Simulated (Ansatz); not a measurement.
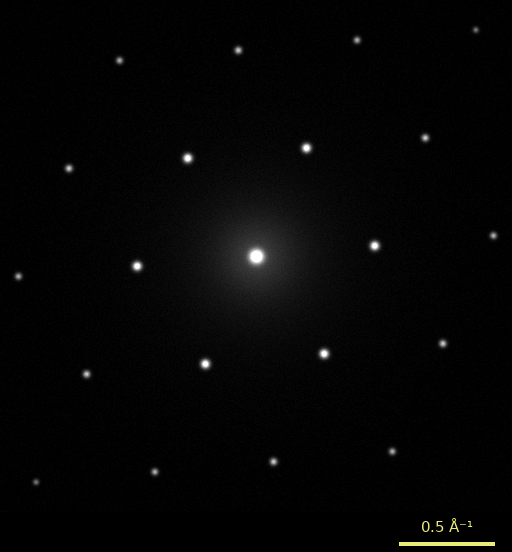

The pattern is a kinematic simulation for 80 kV electrons (no multiple scattering; isotropic B = 0.5 Å²).

Question: Describe the geometry of this pattern.

Answer: The spots form a hexagonal net with both shortest vectors at d = 1.59 Å, 60.0° apart.

Question: What is the point symmetry of the pattern, intensities included?

Answer: 6mm. A zero-layer kinematic pattern is always centrosymmetric (Friedel's law). Such a pattern arises along the three- or sixfold axis of a trigonal, hexagonal or cubic crystal.

Question: Which crystal and zone produced it?

Answer: This cannot be fixed from one zone alone; the pattern is [111] of Co, space group Pm-3m (No. 221), a = 2.25 Å. The net vectors are -1 1 0 and -1 0 1. Structure: the end point of a relaxation with Ansatz 0.2.0, DFT, PBEsol, plane waves (420 eV) with PAW, scalar-relativistic; the starting structure was generated, so it need not be a known form of this composition.
